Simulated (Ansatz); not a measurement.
# BaTiO3: geometry relaxation (part 2 of 2)

BaTiO3 (5 atoms in the cell); DFT PBEsol, scalar-relativistic, plane waves, PAW, no spin polarisation (Ansatz 0.2.0); cutoff 420 eV, 8×8×8 k-mesh, Gaussian smearing of 0.02 eV. The structure derives from an entry of the Crystallography Open Database.

Geometry of the input (Å; fractional positions):
```
3.9998  0.0000  0.0000
0.0000  3.9998  0.0000
0.0000  0.0000  4.0180
Ba 0.0000  0.0000  0.0000
Ti 0.5000  0.5000  0.5000
O  0.5000  0.5000  0.0000
O  0.5000  0.0000  0.5000
O  0.0000  0.5000  0.5000
```

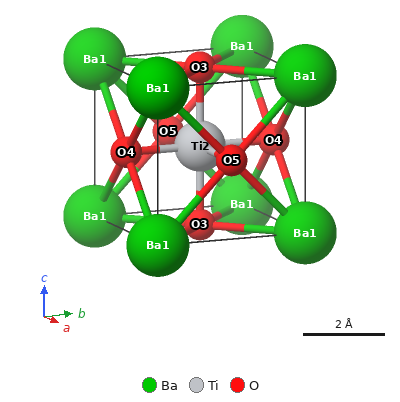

Figure 1. The geometry at step 4 of the log (ball-and-stick view of the cell of the calculation, seen slightly off an axis; atoms are numbered from 1 in the order of the input).

## Log, continued
```
SCF iter   1: F=—  HF=-10027.462986 eV  |F-HF|=—  |Δ(HF+E_count)|=         —  Δρ=1.13e-4  dr2=6.26e-6  ethr=1.58e-8  ⟨swp⟩=2.0  Hψ=9605  notcnv=0
preconditioner: auto → Resta (q_TF=auto, 2.532 Å⁻¹)  ε∞=5.9  [insulator: Δε(μ)=1.817 eV  Ē_g=12.007 eV  σ=0.020 eV  W_gap=1.00  n_scr=18 (ndim 8)  ℏωp=26.6 eV  f_vac=0.000  D(μ)=0.00/eV (n_scr^D=0)  ε∞_Penn≈5.9]
SCF iter   2: F=—  HF=-10027.462734 eV  |F-HF|=—  |Δ(HF+E_count)|=   2.53e-4  Δρ=3.19e-5  dr2=5.75e-7  ethr=1.56e-8  ⟨swp⟩=2.0  Hψ=3281  notcnv=0
SCF iter   3: F=—  HF=-10027.462734 eV  |F-HF|=—  |Δ(HF+E_count)|=   3.17e-8  Δρ=1.17e-5  dr2=8.78e-8  ethr=1.44e-9  ⟨swp⟩=1.4  Hψ=1969  notcnv=0
iter 4 did not close the SCF: its close was put off for the readings that it lacked (scf_convergence_deferred on its scf_iter line)
SCF iter   4: F=-10027.462734 eV  HF=-10027.462734 eV  |F-HF|=1.44e-10  |Δ(HF+E_count)|=  5.17e-10  Δρ=1.86e-6  dr2=1.32e-9  ethr=2.20e-10  ⟨swp⟩=2.5  Hψ=3083  notcnv=0
iter 5 did not close the SCF: its close was put off for the readings that it lacked (scf_convergence_deferred on its scf_iter line)
SCF iter   5: F=-10027.462734 eV  HF=-10027.462734 eV  |F-HF|=5.46e-12  |Δ(HF+E_count)|=  2.13e-10  Δρ=2.88e-7  dr2=7.78e-11  ethr=3.30e-12  ⟨swp⟩=2.3  Hψ=3113  notcnv=0
SCF iter   6: F=-10027.462734 eV  HF=-10027.462734 eV  |F-HF|=1.82e-12  |Δ(HF+E_count)|=  7.28e-12  Δρ=8.56e-8  dr2=6.34e-12  ethr=1.00e-12  ⟨swp⟩=2.1  Hψ=4362  notcnv=0
SCF 7 converged in 6 iterations: F = -10027.462734 eV  dr2 = 6.34e-12
relax step   7: F+E_penalty+E_count = -10027.46273362 eV  Δ(F+E_penalty+E_count) = -2.294e-4 eV  max|allowed force component| = 3.865e-30 eV/Å  Δτ_max = 0.0000 Å  P = -0.003 GPa  Ω = 62.565 Å³  energy of the carried Pulay correction = +2.019e-4 eV  (6 SCF iters, dr2 threshold 8.01e-8 eV, accepted)
iter 1 solved again at ethr=1.47e-8 eV; its pass at ethr=3.10e-3 eV (dr2=5.89e-6 eV) is discarded
SCF iter   1: F=—  HF=-10027.462773 eV  |F-HF|=—  |Δ(HF+E_count)|=         —  Δρ=1.43e-5  dr2=5.29e-8  ethr=1.47e-8  ⟨swp⟩=3.6  Hψ=15245  notcnv=0
preconditioner: auto → Resta (q_TF=auto, 2.532 Å⁻¹)  ε∞=5.9  [insulator: Δε(μ)=1.816 eV  Ē_g=12.006 eV  σ=0.020 eV  W_gap=1.00  n_scr=18 (ndim 8)  ℏωp=26.6 eV  f_vac=0.000  D(μ)=0.00/eV (n_scr^D=0)  ε∞_Penn≈5.9]
SCF iter   2: F=—  HF=-10027.462521 eV  |F-HF|=—  |Δ(HF+E_count)|=   2.52e-4  Δρ=7.96e-6  dr2=1.40e-8  ethr=1.32e-10  ⟨swp⟩=3.0  Hψ=3948  notcnv=0
SCF iter   3: F=—  HF=-10027.462521 eV  |F-HF|=—  |Δ(HF+E_count)|=   1.20e-9  Δρ=5.19e-6  dr2=5.76e-9  ethr=3.49e-11  ⟨swp⟩=1.3  Hψ=1899  notcnv=0
SCF iter   4: F=—  HF=-10027.462521 eV  |F-HF|=—  |Δ(HF+E_count)|=   1.57e-9  Δρ=1.24e-6  dr2=5.10e-10  ethr=1.44e-11  ⟨swp⟩=1.4  Hψ=1980  notcnv=0
SCF iter   5: F=—  HF=-10027.462521 eV  |F-HF|=—  |Δ(HF+E_count)|=  4.55e-11  Δρ=3.37e-7  dr2=5.61e-11  ethr=1.27e-12  ⟨swp⟩=1.8  Hψ=2150  notcnv=0
SCF iter   6: F=-10027.462521 eV  HF=-10027.462521 eV  |F-HF|=5.46e-12  |Δ(HF+E_count)|=    0.00e0  Δρ=1.65e-7  dr2=1.01e-11  ethr=1.00e-12  ⟨swp⟩=4.3  Hψ=6233  notcnv=0
SCF 8 converged in 6 iterations: F = -10027.462521 eV  dr2 = 1.01e-11
relax step   8: F+E_penalty+E_count = -10027.46252062 eV  Δ(F+E_penalty+E_count) = +2.130e-4 eV  max|allowed force component| = 4.289e-30 eV/Å  Δτ_max = 0.0000 Å  P = -0.006 GPa  Ω = 62.565 Å³  stress off target by 6.86e-3 GPa  SCF on the basis re-selected at this cell (its energy is not comparable with the rows above)  (6 SCF iters)
```

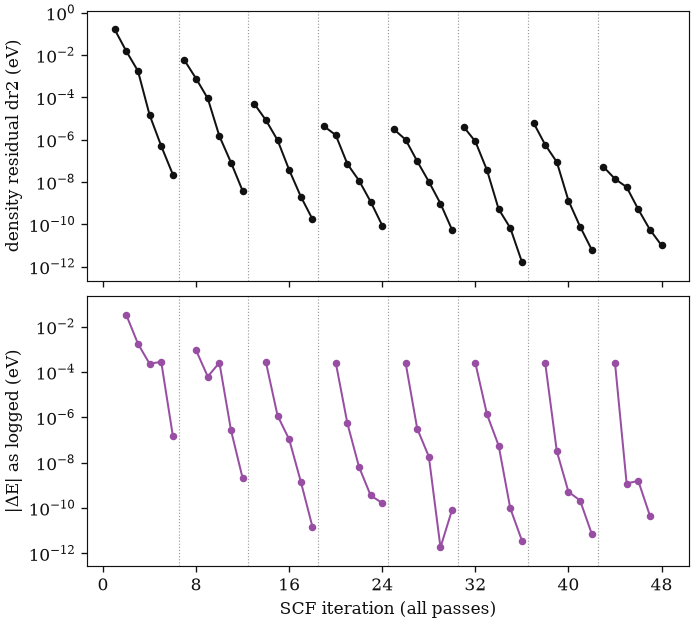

Figure 2. Convergence of the self-consistent field: density residual dr2 and size of the energy change against the SCF iteration. The dotted lines part the SCF passes of the relaxation: geometry steps, rejected trials and re-solves on a re-selected basis. The 8 passes take 6 iterations each, 48 in all.

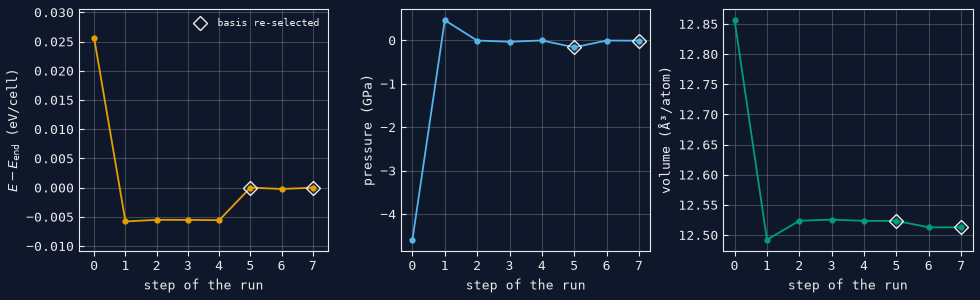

Figure 3. Progress of the relaxation, step by step (the first geometry is step 0 here and step 1 in the log).

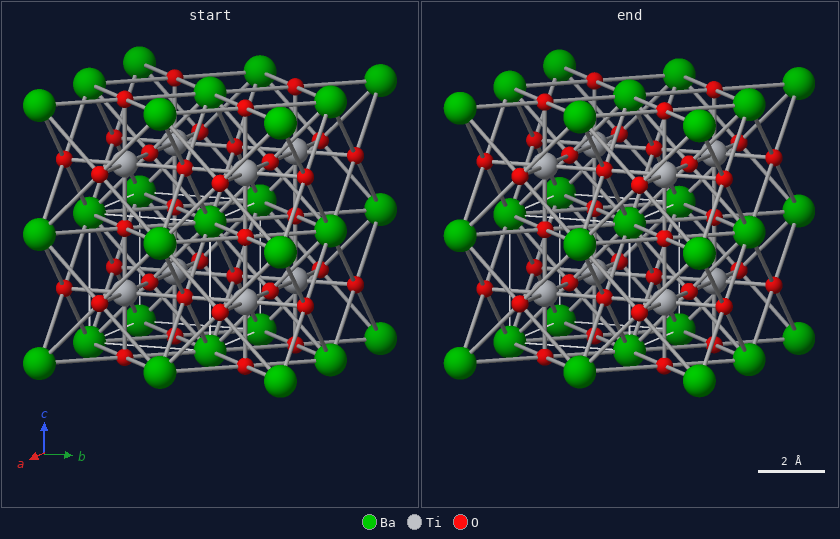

Figure 4. Before (left) and after (right) the relaxation, at one scale (ball-and-stick view of the cell of the calculation, repeated 2 × 2 × 2, seen slightly off an axis). No atom moves by more than 0.005 Å relative to the cell. The drawn cell changes as follows: a = b 4.000 → 3.970 Å (−0.7 %), c 4.018 → 3.970 Å (−1.2 %); the volume changes by −2.7 %. Among the contacts that change: Ti2–O3 2.009 → 1.985 Å, Ba1–O3 2.828 → 2.807 Å, Ti2–O4 2.000 → 1.985 Å. The space group (tolerance 0.01 Å) goes from P4/mmm (No. 123) to Pm-3m (No. 221). The energy falls by 25.7 meV per cell of the calculation in 5 geometry steps. All forces vanish by symmetry, so only the cell relaxes. The pressure goes from −4.59 to −0.01 GPa. 1 further SCF at an unchanged geometry re-selected the plane-wave basis for the new cell. The energy change given includes the shifts at the re-selections in mid-walk, which come without any move. A last SCF at the same geometry on a re-selected plane-wave basis shifts the energy by +0.2 meV per cell of the calculation. (Atoms are counted from 1 in the order of the input.)

```
basis re-selected at this cell: Δ(F+E_penalty+E_count) = +2.130e-4 eV, ΔP = -0.003 GPa vs the last step (what re-selecting the basis moved, of the pressure what is left beyond the Pulay correction that the steps carried, after the strain that the cell walked since its last selection, with what the two solves' SCF thresholds leave and, on support functions, any second-order correction that the steps lacked; it is no measure of the basis error at this ecutwfc). This SCF's stress stands 6.86e-3 GPa from its target on what of the cell is left free (relax.cell.stress_tol is 5.00e-2 GPa) and its largest allowed force component is 4.29e-30 eV/Å (relax.f_tol is 5.00e-3 eV/Å): within both
SCF converged after 6 iterations
Free energy (F): -10027.462521 eV
Harris-Foulkes:  -10027.462521 eV  (|F-HF|=5.46e-12)
Internal energy: -10027.462521 eV  (E = F + TS)
E sigma→0 (E₀):  -10027.462521 eV
Fermi energy:    11.417145 eV
--- Per-component energies (eV) ---
  E_band       = -129.618468
  E_kinetic    = 969.251998
  E_local      = -2060.399365  (includes V_loc(G=0)·N_el)
  E_nonlocal   = 206.952728
  E_hartree    = 804.004191
  E_xc         = -486.769208
  E_vxc        = -543.795875  (∫ρ·V_xc dr)
  E_paw        = -6616.851125  (= ΣΔE_a)
  E_vpaw       = -309.643769  (= ΣTr[D̂ρ^β])
  E_aug_tail   = 0.007472  (compensation charges beyond the density's cutoff)
  E_ewald      = -2844.055892
  E_core_change = 0.396681  (= ΣΔE_core)
  E_smearing   = -0.000000  (= −TS)
  E_closure    = -0.000000  (closes the sum)
  Σ components = -10027.462521   (vs F -10027.462521, Δ=0.00e0)
--- Forces (eV/Å), atoms counted from 1 ---
  atom   1  Ba    -0.00000000    -0.00000000     0.00000000
  atom   2  Ti     0.00000000     0.00000000     0.00000000
  atom   3  O      0.00000000     0.00000000     0.00000000
  atom   4  O      0.00000000     0.00000000     0.00000000
  atom   5  O     -0.00000000     0.00000000     0.00000000
  max |Σ_I F_I| component: 1.01e-29 eV/Å
--- Stress (GPa, compression-positive) ---
       -0.005501      -0.000000      -0.000000
       -0.000000      -0.005501       0.000000
       -0.000000       0.000000      -0.006857
  P = ⅓ Tr σ = -0.0060 GPa (-0.060 kbar)
--- Band table (eV; the first three rows and the last of 75) ---
  k-point 0: bands = ["-45.6595", "-22.0106", "-22.0106", "-22.0106", "-14.0131", "-6.3078", "-5.6322", "-5.6322", "0.7816", "0.7816", "0.7816", "8.2460", "8.2460", "8.2460", "9.3389", "9.3390", "9.3390", "10.4316", "10.4317", "10.4317", "12.3253", "12.3253", "12.3253", "14.6888", "14.6888"]
  k-point 1: bands = ["-45.6593", "-22.0195", "-22.0102", "-22.0102", "-13.9927", "-6.3208", "-5.6269", "-5.6172", "0.8088", "0.8088", "0.8537", "7.9736", "8.1967", "8.1967", "9.1606", "9.1606", "9.2000", "10.0239", "10.3106", "10.3106", "12.3454", "12.6614", "12.6614", "14.6906", "15.1294"]
  k-point 2: bands = ["-45.6590", "-22.0408", "-22.0093", "-22.0093", "-13.9425", "-6.4070", "-5.6139", "-5.5151", "0.8761", "0.8761", "1.0255", "7.3292", "8.0291", "8.0291", "8.8617", "8.8617", "8.8991", "9.2941", "10.0855", "10.0855", "12.3949", "13.3408", "13.3408", "14.6934", "15.9303"]
  k-point 74: bands = ["-45.6565", "-22.0633", "-22.0633", "-22.0633", "-13.7037", "-5.3522", "-5.3522", "-5.3522", "-0.0277", "-0.0277", "-0.0277", "5.9540", "6.6081", "6.6082", "8.1775", "8.1776", "8.1776", "10.5090", "10.5090", "10.5090", "14.8905", "14.8905", "14.8905", "17.3728", "17.3728"]
--- Relaxed structure (6 steps of the walk, 6 accepted, 2 SCFs on fresh bases) ---
  F+E_penalty+E_count = -10027.46252062 eV   max|allowed force component| = 4.289e-30 eV/Å   (the final SCF, on the basis selected at the relaxed cell)
  cell:  # Å, volume = 62.5647 Å³
    - [3.969862476201092, -2.043206236733836e-33, -4.807544086432556e-33]
    - [-2.043206236733836e-33, 3.969862476201092, -8.6535793555786e-34]
    - [-5.6021266267242785e-33, -8.692955110434225e-34, 3.9698883025447333]
  atoms:
    - { symbol: Ba, position: [1.0348688078280216e-34, 3.4994534124396105e-34, 7.279756354002276e-35] }
    - { symbol: Ti, position: [0.5, 0.5, 0.5] }
    - { symbol: O, position: [0.5, 0.5, -4.4740169258972303e-35] }
    - { symbol: O, position: [0.5, -2.382309110590775e-34, 0.5] }
    - { symbol: O, position: [-1.2828223514524177e-35, 0.5, 0.5] }
```

## Trajectory as extended XYZ (Å, eV, eV/Å), 8 frames, from step=1 to step=8
```
5
Lattice="3.9998 0.0000 0.0000 0.0000 3.9998 0.0000 0.0000 0.0000 4.0180" Properties=species:S:1:pos:R:3:forces:R:3 step=1 energy=-10027.43699 pressure_GPa=-4.59
Ba    0.0000    0.0000    0.0000    0.0000   0.0000   0.0000
Ti    1.9999    1.9999    2.0090    0.0000   0.0000   0.0000
O     1.9999    1.9999    0.0000    0.0000   0.0000   0.0000
O     1.9999    0.0000    2.0090    0.0000   0.0000   0.0000
O     0.0000    1.9999    2.0090    0.0000   0.0000   0.0000
5
Lattice="3.9644 0.0000 0.0000 0.0000 3.9644 0.0000 0.0000 0.0000 3.9742" Properties=species:S:1:pos:R:3:forces:R:3 step=2 energy=-10027.46829 pressure_GPa=0.47
Ba    0.0000    0.0000    0.0000    0.0000   0.0000   0.0000
Ti    1.9822    1.9822    1.9871    0.0000   0.0000   0.0000
O     1.9822    1.9822    0.0000    0.0000   0.0000   0.0000
O     1.9822    0.0000    1.9871    0.0000   0.0000   0.0000
O     0.0000    1.9822    1.9871    0.0000   0.0000   0.0000
5
Lattice="3.9689 0.0000 0.0000 0.0000 3.9689 0.0000 0.0000 0.0000 3.9752" Properties=species:S:1:pos:R:3:forces:R:3 step=3 energy=-10027.46802 pressure_GPa=-0.00
Ba    0.0000    0.0000    0.0000    0.0000   0.0000   0.0000
Ti    1.9845    1.9845    1.9876    0.0000   0.0000   0.0000
O     1.9845    1.9845    0.0000    0.0000   0.0000   0.0000
O     1.9845    0.0000    1.9876    0.0000   0.0000   0.0000
O     0.0000    1.9845    1.9876    0.0000   0.0000   0.0000
5
Lattice="3.9702 0.0000 0.0000 0.0000 3.9702 0.0000 0.0000 0.0000 3.9733" Properties=species:S:1:pos:R:3:forces:R:3 step=4 energy=-10027.46803 pressure_GPa=-0.03
Ba    0.0000    0.0000    0.0000    0.0000   0.0000   0.0000
Ti    1.9851    1.9851    1.9866    0.0000   0.0000   0.0000
O     1.9851    1.9851    0.0000    0.0000   0.0000   0.0000
O     1.9851    0.0000    1.9866    0.0000   0.0000   0.0000
O     0.0000    1.9851    1.9866    0.0000   0.0000   0.0000
5
Lattice="3.9708 0.0000 0.0000 0.0000 3.9708 0.0000 0.0000 0.0000 3.9714" Properties=species:S:1:pos:R:3:forces:R:3 step=5 energy=-10027.46808 pressure_GPa=-0.00
Ba    0.0000    0.0000    0.0000    0.0000   0.0000   0.0000
Ti    1.9854    1.9854    1.9857    0.0000   0.0000   0.0000
O     1.9854    1.9854    0.0000    0.0000   0.0000   0.0000
O     1.9854    0.0000    1.9857    0.0000   0.0000   0.0000
O     0.0000    1.9854    1.9857    0.0000   0.0000   0.0000
5
Lattice="3.9708 0.0000 0.0000 0.0000 3.9708 0.0000 0.0000 0.0000 3.9714" Properties=species:S:1:pos:R:3:forces:R:3 step=6 energy=-10027.46250 pressure_GPa=-0.16
Ba    0.0000    0.0000    0.0000    0.0000   0.0000   0.0000
Ti    1.9854    1.9854    1.9857    0.0000   0.0000   0.0000
O     1.9854    1.9854    0.0000    0.0000   0.0000   0.0000
O     1.9854    0.0000    1.9857    0.0000   0.0000   0.0000
O     0.0000    1.9854    1.9857    0.0000   0.0000   0.0000
5
Lattice="3.9699 0.0000 0.0000 0.0000 3.9699 0.0000 0.0000 0.0000 3.9699" Properties=species:S:1:pos:R:3:forces:R:3 step=7 energy=-10027.46273 pressure_GPa=-0.00
Ba    0.0000    0.0000    0.0000    0.0000   0.0000   0.0000
Ti    1.9849    1.9849    1.9849    0.0000   0.0000   0.0000
O     1.9849    1.9849    0.0000    0.0000   0.0000   0.0000
O     1.9849    0.0000    1.9849    0.0000   0.0000   0.0000
O     0.0000    1.9849    1.9849    0.0000   0.0000   0.0000
5
Lattice="3.9699 0.0000 0.0000 0.0000 3.9699 0.0000 0.0000 0.0000 3.9699" Properties=species:S:1:pos:R:3:forces:R:3 step=8 energy=-10027.46252 pressure_GPa=-0.01
Ba    0.0000    0.0000    0.0000    0.0000   0.0000   0.0000
Ti    1.9849    1.9849    1.9849    0.0000   0.0000   0.0000
O     1.9849    1.9849    0.0000    0.0000   0.0000   0.0000
O     1.9849    0.0000    1.9849    0.0000   0.0000   0.0000
O     0.0000    1.9849    1.9849    0.0000   0.0000   0.0000
```

## Results in brief

```tsv
quantity	value
outcome	converged
space group (tolerance 0.01 Å)	P4/mmm (123) → Pm-3m (221)
electrons treated	40
free energy	−10027.4625 eV
Fermi energy	11.417 eV
gap on the k-point mesh	1.82 eV
pressure	−0.01 GPa
final volume	62.56 Å³
largest force (length of the vector) at the end	under 0.001 eV/Å
final cell	a = 3.970 Å, b = 3.970 Å, c = 3.970 Å, α = 90.00°, β = 90.00°, γ = 90.00°
wall time	31 s (CPU time 61 s)
peak memory	0.43 GiB
```
